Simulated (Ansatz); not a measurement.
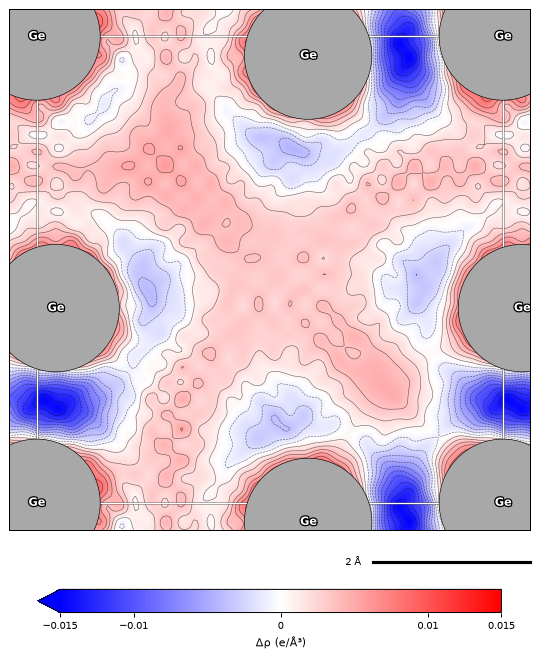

Ge. Difference of the valence pseudo-densities of two functionals at the same geometry, on the (001) plane of the calculation cell: PBEsol less r2SCAN.

Both computed with Ansatz (plane waves, PAW), on the same k-point mesh. Grey discs cover the atomic cores.

```xyz
12
Lattice="5.9300 0.0000 0.0000 0.0000 5.9300 0.0000 0.0000 0.0000 6.9800" Properties=species:S:1:pos:R:3 pbc="T T T"
Ge    0.5331    0.5331    0.0000
Ge    2.4319    3.4981    5.2350
Ge    5.3969    5.3969    3.4900
Ge    3.4981    2.4319    1.7450
Ge    1.0220    2.1889    1.8113
Ge    0.7761    3.9870    0.0663
Ge    4.9080    3.7411    5.3013
Ge    5.1539    1.9430    3.5563
Ge    3.9870    0.7761    6.9137
Ge    3.7411    4.9080    1.6787
Ge    1.9430    5.1539    3.4237
Ge    2.1889    1.0220    5.1687
```

Where does the change of functional move the electrons?

Answer. Against r2SCAN, PBEsol gives more density in the space between the atoms (+0.002 e/Å³ on average) and a change of −0.015 e/Å³ at the midpoint of Ge–Ge.
